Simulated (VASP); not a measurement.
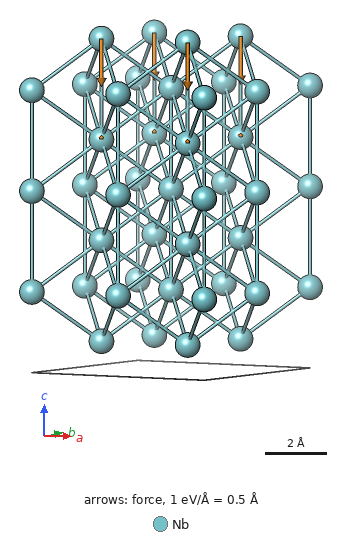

Starting geometry of a slab of composition Nb with the computed forces as orange arrows. A ball-and-stick model of the 2 × 2 repeat of the cell, outlined in the plane, without the vacuum, seen from a free direction.

The run lets the atoms move in a fixed cell. 3 atoms are held fixed.

Method: Kohn-Sham DFT of a periodic cell, RPBE with D3(BJ), VASP PAW PBE potentials, recommended in VASP 6.6.1.

Input file:
```
PREC = Accurate
ENCUT = 520
EDIFF = 1E-6
ISMEAR = -1
SIGMA = 0.05
LREAL = False
LASPH = True
NELM = 100
ALGO = Normal
ISIF = 2
LWAVE = False
LCHARG = False
LDIPOL = True
IDIPOL = 3
DIPOL = 0.5 0.5 0.500
GGA = RP
IVDW = 12
IBRION = 2
NSW = 60
EDIFFG = -0.005
```

Launched with:
```bash
cat potpaw_PBE.64/Nb_sv/POTCAR > POTCAR
mpirun -np 1 vasp_std > vasp.out
```

### What follows when this structure is relaxed?

It isn't relaxed: the largest force vector, on a Nb atom, is 3.21 eV/Å. The final displacements follow the starting forces only in part (cosine between the two patterns 0.73). The atom that moves furthest is a Nb atom (1.04 Å along the normal (−c)). The cell stays as it was. Near-neighbour distances that change, for instance: Nb–Nb 3.328 → 2.769 Å, Nb–Nb 3.328 → 2.848 Å, Nb–Nb 3.328 → 2.941 Å, Nb–Nb 3.328 → 3.059 Å. Among the angles between lasting bonds that change: Nb–Nb–Nb 109.5° → 122.9°, Nb–Nb–Nb 70.5° → 76.8°. The energy falls by 1.844 eV per cell of the calculation in 23 geometry steps. The largest force component goes from 3.2 to 3.4 eV/Å.
